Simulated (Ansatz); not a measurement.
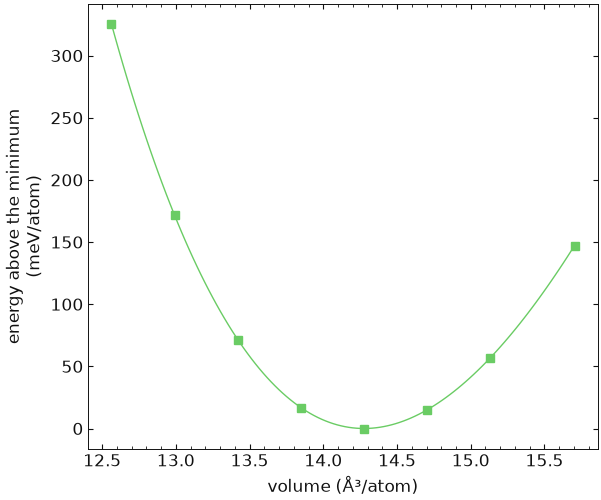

The figure shows the energy above the minimum against volume for Os, space group P6_3/mmc (No. 194).

Starting cell:
```xyz
2
Lattice="2.7528 0.0000 0.0000 -1.3764 2.3840 0.0000 0.0000 0.0000 4.3509" Properties=species:S:1:pos:R:3 pbc="T T T"
Os    0.0000    1.5893    1.0877
Os    1.3764    0.7947    3.2632
```

Computed with Ansatz 0.2.0: third-order Birch-Murnaghan fit to density functional energies at scaled volumes of the given relaxed cell, shape and atoms relaxed at each volume; energies count from the fitted minimum; plane waves with PAW datasets, Γ-centred k mesh. Level: PBE, no spin polarisation.

- wave cutoff: 420 eV
- k mesh: 18×18×10
- occupations: Gaussian
- smearing width: 0.1 eV

From this curve and the settings, what does the calculation give for the pressure at the same points?

The pressure falls from 68.77 GPa at volume 12.563 Å³/atom to −30.01 GPa at 15.704 Å³/atom, and changes sign near 14.28 Å³/atom.

```csv
volume (Å³/atom),pressure (GPa)
12.563,68.77
12.992,46.90
13.420,28.49
13.848,13.02
14.276,0.00
14.705,-10.93
15.133,-20.09
15.704,-30.01
```

Keep in mind: far from the equilibrium volume.
